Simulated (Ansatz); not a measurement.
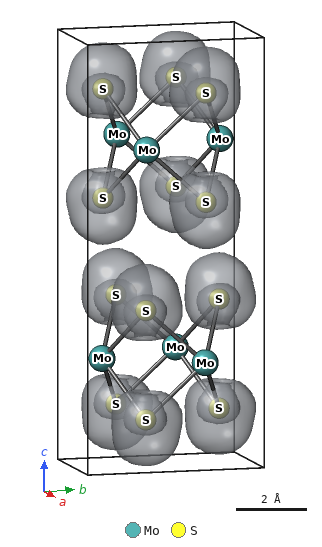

Figure. MoS₂. Isosurface of the ELF at 0.75 (grey), seen slightly off an axis. Core shells and regions of very low density are left out. Sticks mark near contacts.

Space group Cmcm; a structure from a database of computed crystals, not necessarily the ambient phase; started from the database structure prototype, which need not be the ambient phase; changed on purpose from its base cell (uniaxial y strain -4.7%); computed pressure about 7 GPa in this cell; computed without spin polarisation.

Method: DFT, r2SCAN, plane waves, PAW (Ansatz).

In a PAW calculation such maps are meaningful between the atoms, not at the nuclei.

```
CELL_PARAMETERS angstrom
3.17302 0.00000 0.00000
0.00000 5.23698 0.00000
0.00000 0.00000 12.43591
ATOMIC_POSITIONS crystal
Mo 0.50000 0.16581 0.25000
Mo 0.00000 0.66581 0.25000
Mo 0.00000 0.33419 0.75000
Mo 0.50000 0.83419 0.75000
S 0.00000 0.32941 0.37699
S 0.50000 0.82941 0.37699
S 0.50000 0.17059 0.87699
S 0.00000 0.67059 0.87699
S 0.00000 0.32941 0.12301
S 0.50000 0.82941 0.12301
S 0.50000 0.17059 0.62301
S 0.00000 0.67059 0.62301
```

> Describe the localisation domains.

At this value the surface marks out eight regions wrapped around S (the valence shell of each), counted in one cell of 12 atoms. Any copies at cell faces, edges or corners count once. Profiles from the grid: Mo–S (2.37 Å): the ELF peaks at about 0.85 in the valence shell of S, 0.8 Å from its nucleus, and is about 0.45 at the midpoint.

> Does the calculation give a band gap?

It is gapped, with a Kohn–Sham gap of 1.1 eV on the k-point mesh, an upper bound to the gap of this method.
